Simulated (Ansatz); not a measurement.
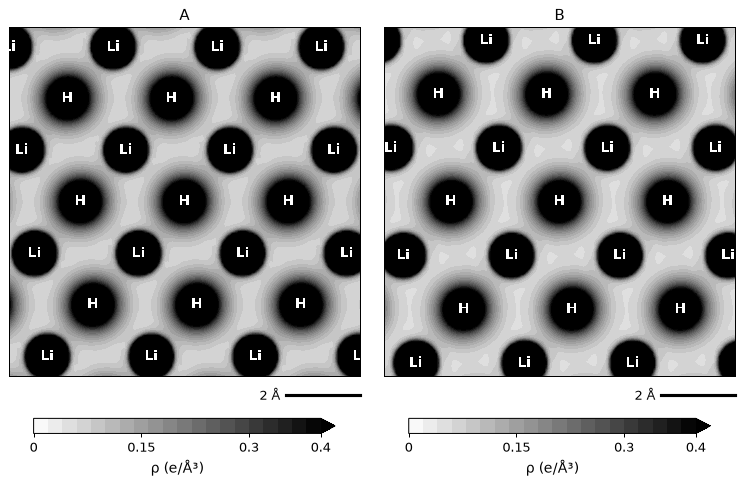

LiH. The valence pseudo-density of two cells that differ in size, on the (011) plane of each (indices in the axes of the calculation cell), at one length scale and on one colour scale: B has 9.4 Å³ an atom and A 8.4.

Space group I4/mmm.

Method: DFT PBE, scalar-relativistic, plane waves, PAW in Ansatz 0.2.0.

The density is the valence pseudo-density of a PAW calculation; it isn't the true density close to the nuclei.

The larger cell:

```yaml
crystal:
  lattice:
    - [0.00000, 2.19510, 1.95120]
    - [2.19510, 0.00000, 1.95120]
    - [2.19510, 2.19510, 0.00000]
  atoms:
    - { symbol: Li, position: [0.00000, 0.00000, 0.00000] }
    - { symbol: H, position: [0.50000, 0.50000, 0.50000] }
```

The smaller cell: a = 2.822 Å, b = 2.822 Å, c = 2.989 Å, α = 58.02°, β = 58.02°, γ = 63.96°.

> What changes from the larger cell to the smaller?

From the larger cell to the smaller, Li–H goes from 1.95 to 1.87 Å, and the density at its midpoint from 0.13 to 0.15 e/Å³; the pressure goes from −3.7 to −0.4 GPa; the Kohn–Sham gap goes from 2.1 eV to 1.9 eV.
